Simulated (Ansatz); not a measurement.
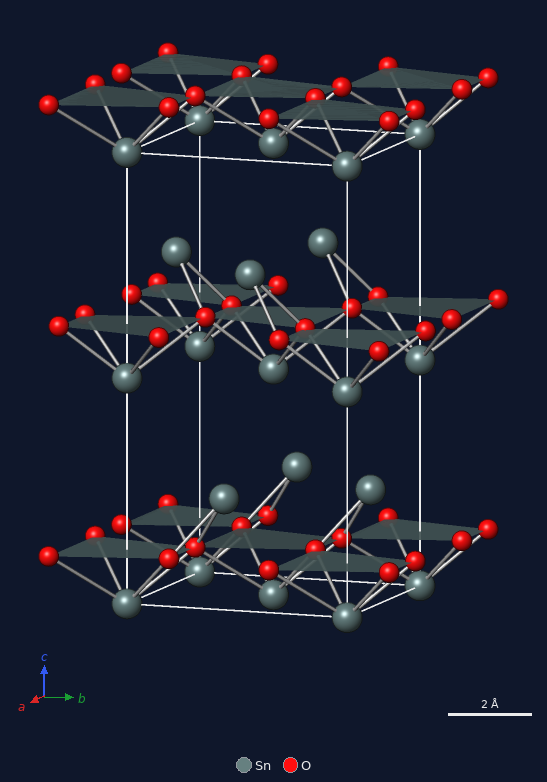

The input geometry (polyhedral view of the cell 2 times as large as that of the calculation, set on its symmetry axes, seen slightly off an axis; polyhedra are completed across the faces of the cell). An atom can appear more than once, as a periodic image.

**SnO: single-point calculation**

- system: SnO (Cmc2₁, 8 atoms in the cell)
- method: DFT PBE+D3(BJ), scalar-relativistic, plane waves, PAW, no spin polarisation (Ansatz 0.2.0)

The structure derives from an entry of the Crystallography Open Database. Figures and captions count atoms from 1; the log counts them from 0 in places.

**What the program printed**
```
Engine: ansatz 0.2.0, x86_64-unknown-linux-gnu
Pseudopotentials: kind: paw
Pseudopotential: Sn, paw, valence charge 14, recommended cutoff 420 eV (normal), Sn.paw.azcp
Pseudopotential: O, paw, valence charge 6, recommended cutoff 420 eV (normal), O.paw.azcp
Functional definition: PBE
  parameter kappa = 0.804
  parameter beta = 0.06672455060314922
  exchange = pbe_x(kappa = kappa, mu = beta*pi^2/3)
  correlation = pbe_c(beta = beta)
Crystal: 8 atoms, lattice volume = 159.016 Å³
Basis set: ecut = 420 eV, 3129 PW (Γ), exchange–correlation on 54×54×150 points (8 copies of the dense FFT grid, shifted against one another)
Bands: 48, of which v1, the nominal top of the filled ones, is band 40 counted from 1 (39 counted from 0)
Symmetry: 4 space group operations
Space group: Cmc21 (ITA 36), of the structure as read, at distance tolerance 5.4e-5 Å
k-points: 26 of 72
Non-local potential: Sn, projectors of the file, l = 0: 2, l = 1: 2, l = 2: 2, l = 3: 2
Non-local potential: O, projectors of the file, l = 0: 2, l = 1: 2, l = 2: 1
PAW form: soft (Blöchl's): semilocal exchange-correlation on the pseudo side does not see the compensation charge
PAW one-centre angular grid: Sn, 590 points (default); XC on 64 Gauss nodes
PAW one-centre angular grid: O, 110 points (default); XC on 64 Gauss nodes
Initial density: superposition of atomic densities (neutral atoms: chi_scale 0, normalization atom), corrected by the library's trained network
Initial wavefunctions: pseudopotential atomic-orbital guess
Functional: x = pbe(κ = 0.804, μ = 0.2195149727645171), c = pbe(β = 0.06672455060314922)
SCF iter   1: F=—  HF=-26360.898383 eV  |F-HF|=—  |Δ(HF+E_count)|=         —  Δρ=1.26e-2  dr2=2.18e-1  ethr=1.77e-3  ⟨swp⟩=6.3  Hψ=4860  notcnv=0
preconditioner: auto → LDOS  [insulator: Δε(μ)=0.126 eV  Ē_g=17.178 eV  σ=0.100 eV  W_gap=0.51  n_scr=42 (ndim 8)  ℏωp=26.3 eV  f_vac=0.029  D(μ)=2.04/eV (n_scr^D=4)  ε∞_Penn≈3.4  β→1.0]
SCF iter   2: F=—  HF=-26360.936806 eV  |F-HF|=—  |Δ(HF+E_count)|=   3.84e-2  Δρ=1.54e-2  dr2=6.07e-1  ethr=2.72e-4  ⟨swp⟩=2.4  Hψ=2126  notcnv=0  defer=61  recentre
SCF iter   3: F=—  HF=-26360.877449 eV  |F-HF|=—  |Δ(HF+E_count)|=   5.94e-2  Δρ=5.96e-3  dr2=5.58e-2  ethr=2.72e-4  ⟨swp⟩=2.0  Hψ=1714  notcnv=0  defer=61
SCF iter   4: F=—  HF=-26360.872051 eV  |F-HF|=—  |Δ(HF+E_count)|=   5.40e-3  Δρ=4.05e-4  dr2=3.75e-4  ethr=6.98e-5  ⟨swp⟩=1.4  Hψ=1350  notcnv=0  defer=40
SCF iter   5: F=—  HF=-26360.872083 eV  |F-HF|=—  |Δ(HF+E_count)|=   3.27e-5  Δρ=1.04e-4  dr2=2.37e-5  ethr=4.69e-7  ⟨swp⟩=2.3  Hψ=1877  notcnv=0  defer=36
SCF iter   6: F=—  HF=-26360.872057 eV  |F-HF|=—  |Δ(HF+E_count)|=   2.67e-5  Δρ=3.80e-5  dr2=2.39e-6  ethr=2.97e-8  ⟨swp⟩=2.9  Hψ=2345  notcnv=0  defer=14
SCF iter   7: F=-26360.872057 eV  HF=-26360.872057 eV  |F-HF|=3.00e-8  |Δ(HF+E_count)|=   4.23e-7  Δρ=7.28e-6  dr2=8.68e-8  ethr=1.25e-10  ⟨swp⟩=9.2  Hψ=6299  notcnv=0
SCF 1 converged in 7 iterations: F = -26360.872057 eV  dr2 = 8.68e-8
  greatest PAW one-centre occupation: 0.993 electrons in one spin orbital (limit 2), on the Sn atom at site 1 (counted from 0), in its partial waves of l = 2
SCF converged after 7 iterations
Free energy (F): -26360.872057 eV
Harris-Foulkes:  -26360.872057 eV  (|F-HF|=3.00e-8)
Internal energy: -26360.852875 eV  (E = F + TS)
E sigma→0 (E₀):  -26360.862466 eV
Entropy (-TS):   -0.019182 eV (-2.398 meV/atom)
Fermi energy:    8.837656 eV
--- Per-component energies (eV) ---
  E_band       = -489.036119
  E_kinetic    = 1449.845331
  E_local      = -6152.098288  (includes V_loc(G=0)·N_el)
  E_nonlocal   = 65.745603
  E_hartree    = 3234.074546
  E_xc         = -1825.065967
  E_vxc        = -759.839646  (∫ρ·V_xc dr)
  E_paw        = -17175.796262  (= ΣΔE_a)
  E_vpaw       = -1560.834967  (= ΣTr[D̂ρ^β])
  E_aug_tail   = 0.009593  (compensation charges beyond the density's cutoff)
  E_ewald      = -5955.906048
  E_disp       = -1.661384  (pairwise vdW)
  E_smearing   = -0.019182  (= −TS)
  E_closure    = 0.000000  (closes the sum)
  Σ components = -26360.872057   (vs F -26360.872057, Δ=0.00e0)
--- Forces (eV/Å), atoms counted from 1 ---
  atom   1  Sn     0.00000000     0.90422683    -1.04646277
  atom   2  Sn     0.00000000    -0.90422683    -1.04646277
  atom   3  Sn     0.00000000     2.17728451    -1.12992007
  atom   4  Sn     0.00000000    -2.17728451    -1.12992007
  atom   5  O      8.74469120    -0.58073201     1.08818944
  atom   6  O     -8.74469120     0.58073201     1.08818944
  atom   7  O     -8.74469120    -0.58073201     1.08818944
  atom   8  O      8.74469120     0.58073201     1.08818944
  max |Σ_I F_I| component: 7.90e-6 eV/Å
--- Stress (GPa, compression-positive) ---
       28.918946       0.000000       0.000000
        0.000000      -1.273254       0.000000
        0.000000       0.000000      -2.196473
  P = ⅓ Tr σ = 8.4831 GPa (84.831 kbar)
--- Band table (eV; the first three rows and the last of 26) ---
  k-point 0: bands = ["-13.9668", "-13.9629", "-13.5645", "-13.5589", "-13.3670", "-13.3605", "-13.3325", "-13.3295", "-13.3272", "-13.3096", "-13.3048", "-13.2883", "-13.2672", "-13.2653", "-13.2643", "-13.2485", "-13.2421", "-13.2353", "-13.1798", "-13.1794", "-11.7125", "-11.7097", "-8.1837", "-8.1826", "-1.1570", "-0.3798", "0.9816", "1.9373", "2.4828", "3.7181", "3.7714", "3.7952", "4.2230", "4.2865", "4.9887", "5.5327", "5.5485", "7.2470", "8.7315", "8.7667", "9.6979", "11.0651", "11.1457", "11.4201", "11.8188", "12.3485", "13.0799", "13.2312"]
  k-point 1: bands = ["-13.9648", "-13.9648", "-13.5617", "-13.5617", "-13.3641", "-13.3641", "-13.3308", "-13.3308", "-13.3193", "-13.3193", "-13.2974", "-13.2974", "-13.2645", "-13.2645", "-13.2567", "-13.2567", "-13.2383", "-13.2383", "-13.1796", "-13.1796", "-11.7111", "-11.7111", "-8.1831", "-8.1831", "-0.8613", "-0.8613", "1.6546", "1.6546", "2.7740", "2.7740", "3.7562", "3.7562", "4.2832", "4.2832", "5.5408", "5.5408", "6.2688", "6.2688", "8.7504", "8.7504", "10.3472", "10.3472", "11.5558", "11.5558", "11.6656", "11.6656", "13.8094", "13.8094"]
  k-point 2: bands = ["-13.9880", "-13.9831", "-13.5524", "-13.5459", "-13.3607", "-13.3562", "-13.3346", "-13.3322", "-13.3241", "-13.3118", "-13.3059", "-13.2921", "-13.2723", "-13.2620", "-13.2561", "-13.2550", "-13.2417", "-13.2361", "-13.1768", "-13.1757", "-11.6098", "-11.6079", "-8.2820", "-8.2806", "-1.0082", "-0.3377", "1.1810", "2.1087", "2.5517", "3.2686", "3.3740", "3.8623", "4.2894", "4.6815", "4.8316", "5.3344", "5.5849", "7.1828", "8.1399", "8.4953", "9.9737", "10.2554", "10.6426", "11.2688", "11.9801", "12.2084", "12.5686", "13.3543"]
  k-point 25: bands = ["-14.0961", "-14.0961", "-13.5375", "-13.5375", "-13.3573", "-13.3573", "-13.3141", "-13.3141", "-13.3047", "-13.3047", "-13.2826", "-13.2826", "-13.2651", "-13.2651", "-13.2440", "-13.2440", "-13.2298", "-13.2298", "-13.1562", "-13.1562", "-10.9664", "-10.9664", "-8.6454", "-8.6454", "-0.6281", "-0.6281", "0.9488", "0.9488", "2.6013", "2.6013", "3.9118", "3.9118", "4.7153", "4.7153", "5.9266", "5.9266", "6.4715", "6.4715", "8.3830", "8.3830", "8.5277", "8.5277", "9.4480", "9.4480", "11.4299", "11.4299", "12.2014", "12.2014"]
```

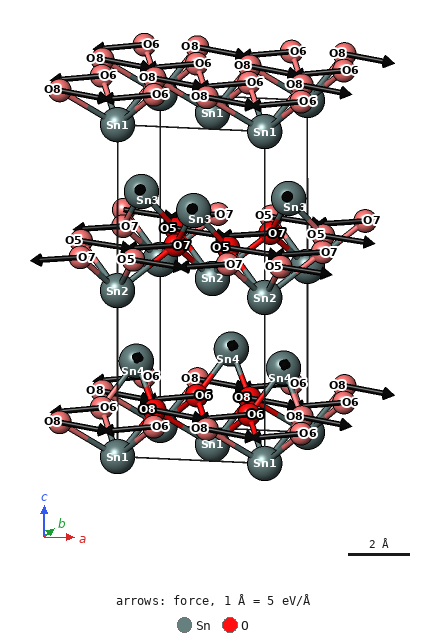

Forces on the atoms as black arrows (ball-and-stick view of the cell 2 times as large as that of the calculation, set on its symmetry axes, seen slightly off an axis; neighbours outside the cell are drawn fainter; atoms are numbered from 1 in the order of the input). The largest act on all 4 O atoms (8.83 eV/Å). The geometry is not a stationary point of this energy.

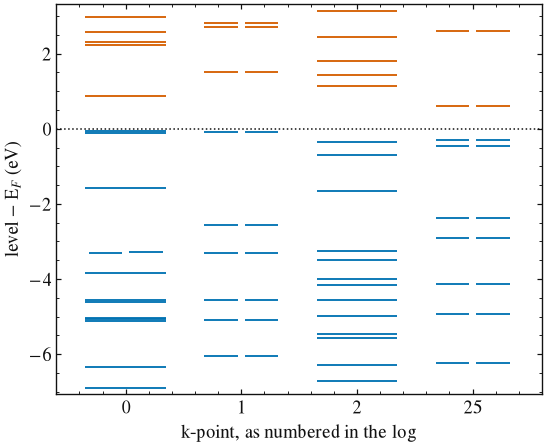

Kohn–Sham levels near the Fermi level (dotted) at the few k-points that the log prints; levels within 0.02 eV of each other stand side by side. The system is metallic on the full mesh.

The run was set up as follows.

**Input file**
```yaml
crystal:
  lattice:
    - [2.5, -2.86, 0.0]
    - [2.5, 2.86, 0.0]
    - [0.0, 0.0, 11.12]
  atoms:
    - { symbol: Sn, position: [0.0, 0.0, 0.0] }
    - { symbol: Sn, position: [0.0, 0.0, 0.5] }
    - { symbol: Sn, position: [0.559, 0.441, 0.254] }
    - { symbol: Sn, position: [0.441, 0.559, 0.754] }
    - { symbol: O, position: [0.93, 0.43, 0.38] }
    - { symbol: O, position: [0.07, 0.57, 0.88] }
    - { symbol: O, position: [0.57, 0.07, 0.38] }
    - { symbol: O, position: [0.43, 0.93, 0.88] }
basis:
  ecutwfc: 420
kpoints:
  mp_grid: { grid: [6, 6, 2] }
hamiltonian:
  xc: pbe
  dispersion: d3bj
scf:
  occupations: { method: gaussian, width: 0.1 }
output:
  forces: true
  stress: true
  eigenvalues: true
```

Launched with:
```bash
ansatz run input.yaml --threads 2 --pin off --max-ram 5120MiB --backend cpu --events-out ev --progress --plain --runs-dir out
```

**Summary**

| quantity | value |
| --- | --- |
| outcome | converged |
| space group (tolerance 0.01 Å) | Cmc2₁ (36) |
| electrons treated | 80 |
| free energy | −26360.8721 eV |
| Fermi energy | 8.838 eV |
| gap on the k-point mesh | none (metallic) |
| pressure | 8.48 GPa |
| largest force (length of the vector) | 8.831 eV/Å |
| hardware | 2 threads of AMD EPYC (Zen 5), 32 GiB of memory available, shared host |
| wall time | 2.8 s (CPU time 5.4 s) |
| peak memory | 0.52 GiB |
